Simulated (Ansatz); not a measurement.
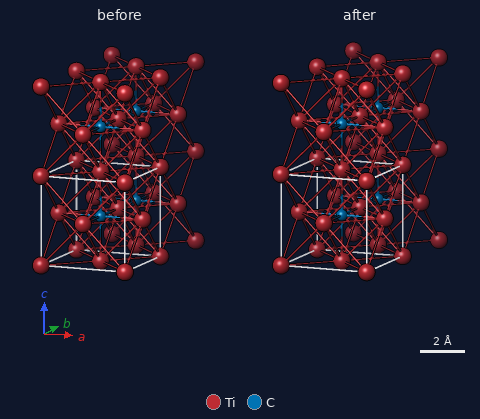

The structure of solid Ti$_{4}$C (a generated structure, set up in Pm-3m) (coarse preliminary run) before (left) and after (right) a relaxation, at one scale.

The picture is a ball-and-stick view of the cell of the calculation, repeated 1 × 2 × 2 with one cell outlined, seen slightly off an axis.

All numbers below come from DFT PBE, scalar-relativistic, plane waves, PAW in Ansatz 0.2.0.

The input:
```yaml
crystal:
  lattice:
    - [4.14053545, 0.0, 0.0]
    - [0.0, 4.14053545, 0.0]
    - [0.0, 0.0, 4.14053545]
  atoms:
    - { symbol: Ti, position: [0.0, 0.0, 0.0] }
    - { symbol: Ti, position: [0.5, 0.5, 0.0] }
    - { symbol: Ti, position: [0.5, 0.0, 0.5] }
    - { symbol: Ti, position: [0.0, 0.5, 0.5] }
    - { symbol: C, position: [0.5, 0.5, 0.5] }
basis:
  ecutwfc: 420
kpoints:
  mp_grid: { grid: [4, 4, 4] }
hamiltonian:
  xc: pbe
scf:
  occupations: { method: gaussian, width: 0.1 }
  lower_state_search: "off"
output:
  forces: true
  stress: true
  eigenvalues: true
relax:
  adjacent_minimum: "off"
  f_tol: 0.04
  max_steps: 70
  cell: { stress_tol: 0.4 }
```

Launched with:
```bash
ansatz run input.yaml --threads 1 --pin off --max-ram 2560MiB --backend cpu --events-out ev --progress --plain --runs-dir out
```

**Summarise the run.**

The atoms keep their places relative to the cell (all moves are under 0.005 Å). Cell: a = b = c 4.141 → 4.227 Å (+2.1 %). Volume +6.4 %. Some distances before and after: Ti1–Ti2 2.928 → 2.989 Å, Ti2–C5 2.070 → 2.113 Å. The space group stays Pm-3m (No. 221). After 2 accepted moves (3 points after the start) the energy has fallen by 27.3 meV per atom. All forces vanish by symmetry, so only the cell relaxes. Pressure: 10.22 GPa at the start and −0.07 GPa at the end. The SCF was repeated once at an unchanged geometry on a basis and grid sized afresh for the cell, which shifted the energy by 0.6 meV per atom at most. The run took 11 s on 1 thread of Intel(R) Xeon(R) Processor @ 2.70GHz, with other jobs on the host, peak memory 0.37 GiB.

Limits of the set-up: the k-point mesh is coarse for a cell with partly filled bands.
